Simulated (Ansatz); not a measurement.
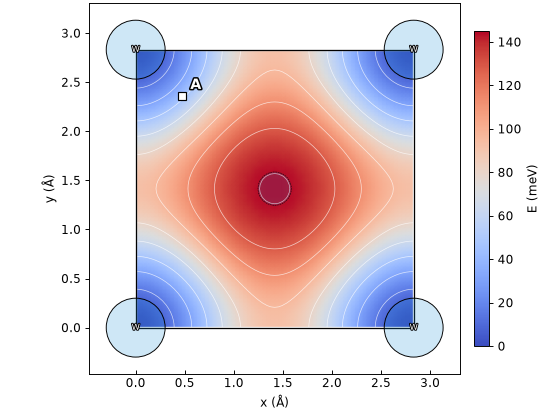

Si on a W(100) slab cut from the Fm-3m phase, its upper half relaxed before the scan (12 atoms of substrate and one adsorbate in a 2 × 2 cell). Si is moved over the surface cell at a fixed height above a rigid substrate; the origin of the map has the adsorbate above W9; the height is held at 2.80 Å. Places are given modulo a cell vector. The map is drawn in real space over the plane of the surface. The grid has 6 × 6 points; 10 points were computed and 26 follow by symmetry. Places are given in fractions of the 1 × 1 surface cell. All energies are given in meV relative to the lowest grid point. The runs have no spin polarisation, so an open-shell adsorbate far from the surface lies too high. At a fixed height the lowest place need not be the adsorption site. Theory: DFT PBE+D3(BJ), scalar-relativistic, plane waves, PAW in Ansatz 0.2.0. Settings: cutoff 420 eV, k-mesh 5×5×1, gaussian smearing 0.1 eV, no spin polarisation.

The picture shows a smooth colour map with a few white contour lines, labelled circles for the atoms of the top layer and small ones for the second layer, the outline of one cell of the plane, the point A. Between grid points the surface is interpolated.

Is A at rest? If not, where is it pushed?

Answer. A, at (1/6, 5/6) of the cell vectors, is not a stationary point. The computed force is 0.12 eV/Å in the plane, pointing up and left in the picture (components −0.08 and 0.08 eV/Å).

PAW datasets: the set soft_1.
